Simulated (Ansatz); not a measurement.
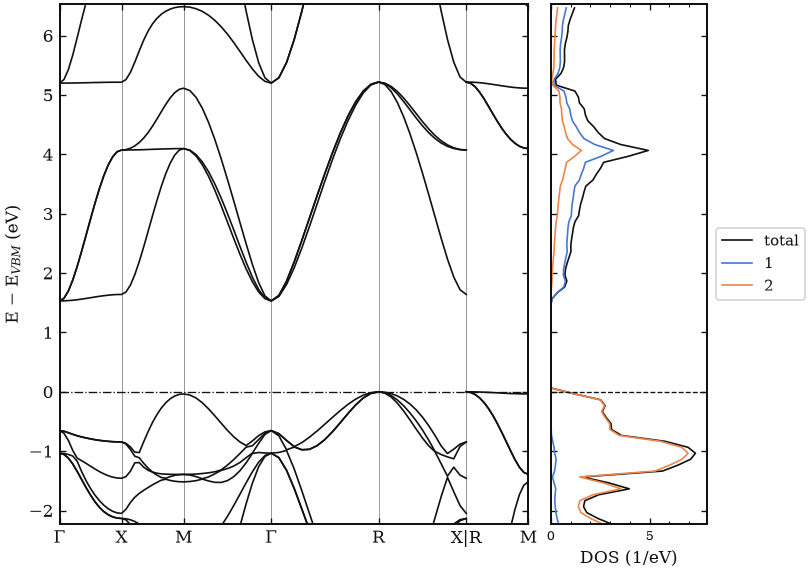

Band structure and density of states. Energies are counted from the top of the valence band. The partial curves are projected on Löwdin-orthogonalised atomic shells.

Calculation on KNbO₃, space group Pm-3m, 5 atoms in the cell; a = 4.03 Å, b = 4.03 Å, c = 4.03 Å, α = 90.00°, β = 90.00°, γ = 90.00°.

Level of theory: DFT PBE, scalar-relativistic, plane waves, PAW, no spin polarisation, 8×8×8 k mesh, 420 eV cutoff, Gaussian smearing of 0.02 eV; code Ansatz.

> The numbered curves are projections. Which is which? The candidates: Nb, O.

1 is Nb; 2 is O.

> Is there a gap? Give its size, its kind and where the band edges lie.

The bands leave a gap. The gap along this path is 1.53 eV and indirect, from the valence-band top at R to the conduction-band bottom at Γ; the smallest direct gap is 2.18 eV, at Γ.
